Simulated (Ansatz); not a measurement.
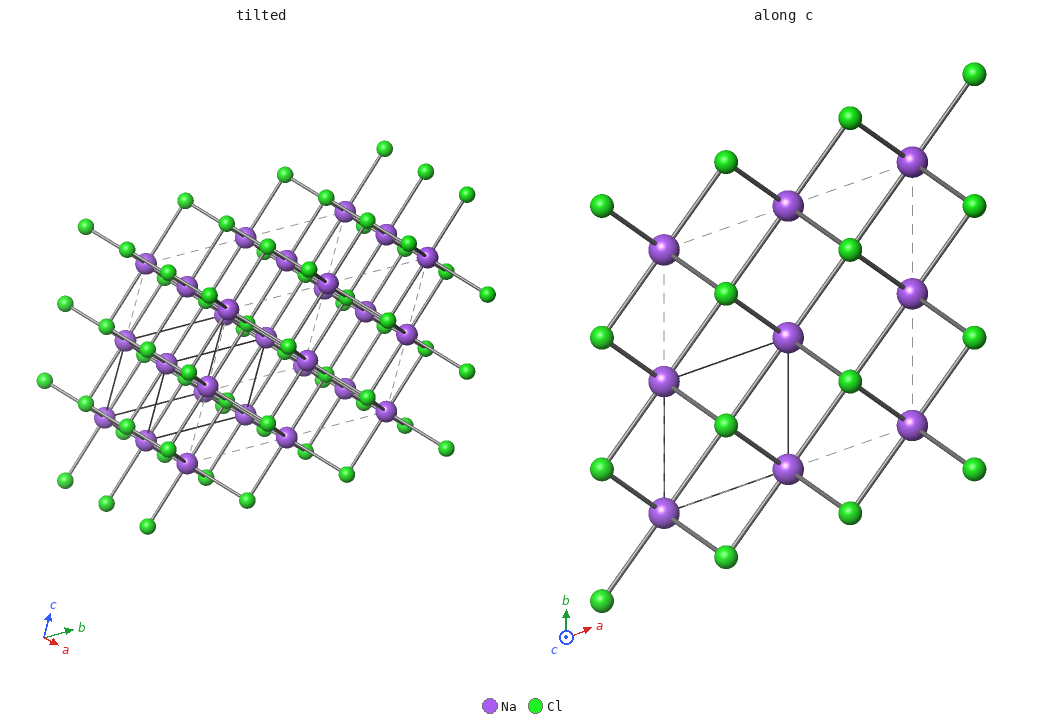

The figure gives a ball-and-stick picture of the atoms, viewed slightly off an axis and along the c axis. The picture spans 2×2×2 cells, one simulation cell being drawn with solid lines. Some atoms of the next cells are drawn as well.

This input was run:
```yaml
crystal:
  lattice:
    - [0.0, 2.9148067784, 2.9148067784]
    - [2.9148067784, 0.0, 2.9148067784]
    - [2.9148067784, 2.9148067784, 0.0]
  atoms:
    - { symbol: Na, position: [0.0, 0.0, 0.0] }
    - { symbol: Cl, position: [0.5, 0.5, 0.5] }
kpoints:
  mp_grid: { grid: [4, 4, 4] }
hamiltonian:
  xc: pbe
scf:
  occupations: { method: fixed }
gw:
  n_empty_bands: 206
  ecut_chi: 150
  qp_bands: [v2, c2]
  qp_kpoints: band_edges
  screening: { model: contour_deformation }
```

Electronic-structure method: G0W0 on PBE, plane waves, PAW (Ansatz 0.2.0). Parameters: a kinetic-energy cutoff of 420 eV, 4×4×4 k-mesh, no spin polarisation.

**What is the electronic character?**

An insulator at this level, with a gap of 4.75 eV, direct.

Starting structure: a structure type filled with these elements by a generator (whether the compound takes this form wasn't checked). Earlier steps of the study may have refined or changed the cell and positions. It was the input of a calculation with Ansatz.
